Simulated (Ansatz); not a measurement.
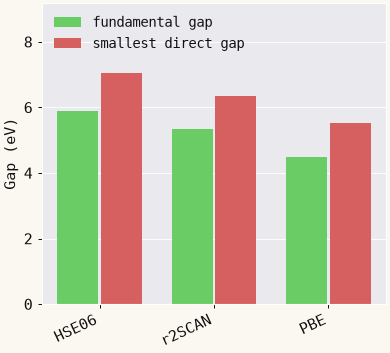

Gaps of AlN, space group I4/mmm, 2 atoms in the cell, rocksalt type, uniaxial (z) strain +1.0%, at several levels of theory on one cell (Ansatz, plane waves and PAW; edges over the mesh and the special points).

How does the gap depend on the level, and does its kind change?

Answer. In rising order: PBE 4.50 eV, r2SCAN 5.34 eV and HSE06 5.89 eV. It is indirect at every level.
